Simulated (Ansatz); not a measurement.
## Electronic structure of Zn$_{4}$Se$_{3}$ (slab) in real space

Input

```
crystal:
  lattice:
    - [4.0063895695, 0.0, 0.0]
    - [0.0, 4.0063895695, 0.0]
    - [0.0, 0.0, 23.4988356981]
  atoms:
    - { symbol: Zn, position: [0.5, 0.5, 0.3191647491] }
    - { symbol: Se, position: [0.5, 0.0, 0.3794431661] }
    - { symbol: Zn, position: [0.0, 0.0, 0.439721583] }
    - { symbol: Se, position: [0.0, 0.5, 0.5] }
    - { symbol: Zn, position: [0.5, 0.5, 0.560278417] }
    - { symbol: Se, position: [0.5, 0.0, 0.6205568339] }
    - { symbol: Zn, position: [0.0, 0.0, 0.6808352509] }
basis:
  ecutwfc: 500
kpoints:
  mp_grid: { grid: [7, 7, 1] }
hamiltonian:
  xc: r2scan
scf:
  occupations: { method: gaussian, width: 0.05 }
output:
  forces: true
  eigenvalues: true
  write_density: true
  write_potential: true
  elf: true
  volumetric_format: npy
relax:
  adjacent_minimum: "off"
  f_tol: 0.02
  max_steps: 60
efield:
  axis: 3
  dipole_correction: true
  ramp_width: 0.04
```

Launched as:

```sh
ansatz run input.yaml --threads 1 --pin off --max-ram 2560MiB --backend cpu --events-out ev --progress --plain --runs-dir out
```

The fields are those of the relaxed geometry.

These are results of DFT r2SCAN, scalar-relativistic, plane waves, PAW (Ansatz 0.2.0), not measurements.

Core electrons are frozen (PAW), and the valence fields are smoothed inside the atomic spheres.

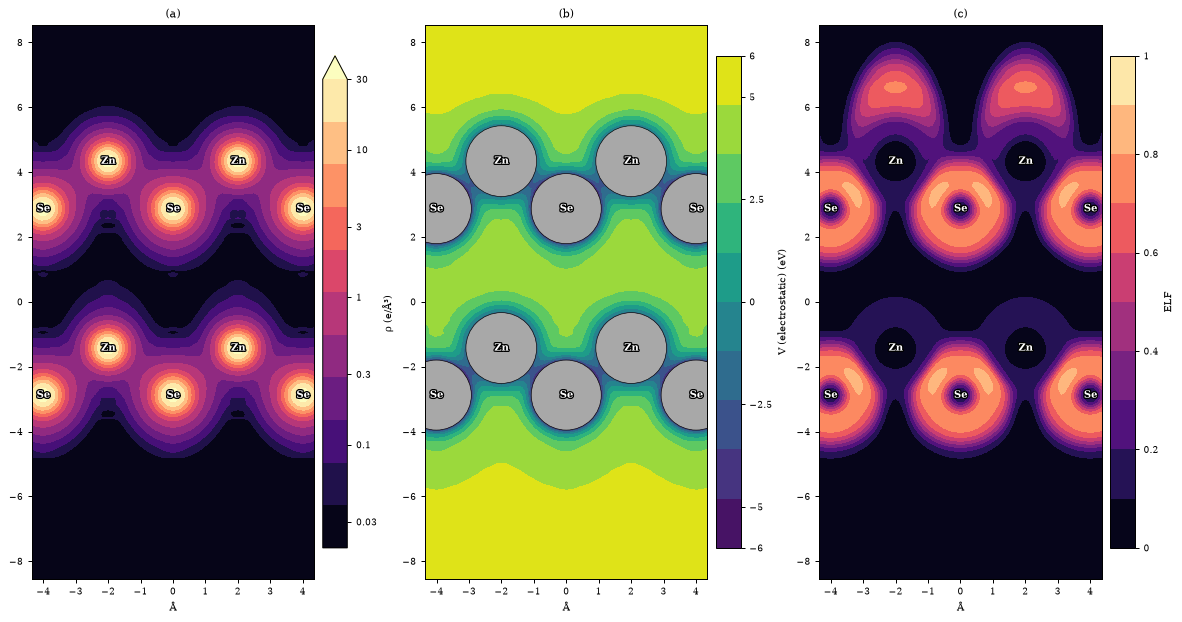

Figure 1. (a) valence electron density; (b) electrostatic potential energy of an electron; (c) electron localisation function on the (010) plane of the calculation cell, a cut from vacuum to vacuum. Grey discs cover the atomic cores in the potential map.

Q: What does the map show?

A: The section cuts through Se and Zn sites.
Zn–Se (2.47 Å): the density is about 0.45 e/Å³ at the midpoint; the ELF is about 0.60 at the midpoint.
The density dies away to nearly zero in the vacuum.
Outside the cores the potential energy rises away from the atoms and is highest in the vacuum; its zero is arbitrary.

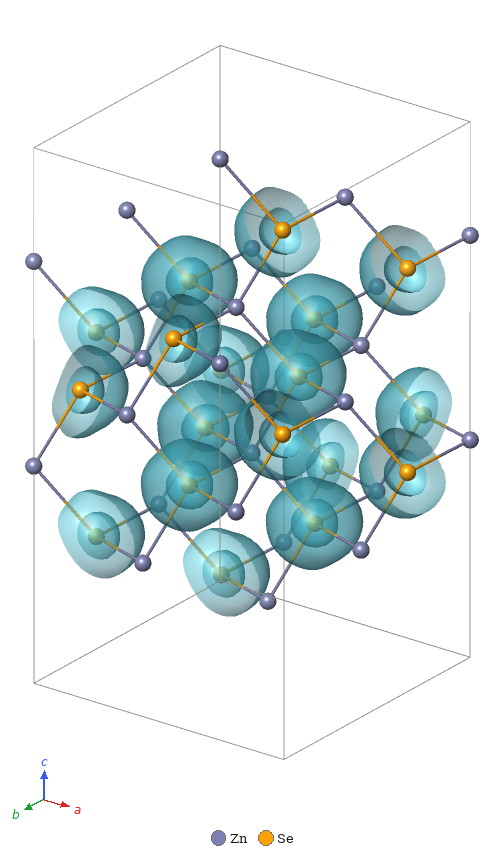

Figure 2. Isosurface of the electron localisation function at 0.7 (cyan), seen at an oblique angle. Core shells and regions of very low density are left out. Sticks mark near contacts.

Q: Where are the electrons localised?

A: The ELF exceeds this value in three regions wrapped around Se (the valence shell of each), counted in one cell of 7 atoms. Counts are for one cell; the picture repeats the cell along the surface. Along the contacts the grid gives the following. Zn–Se (2.46 Å): the ELF is about 0.60 at the midpoint.

Q: Metal or insulator at this level of theory?

A: It is gapless in this calculation (a metal or semimetal).
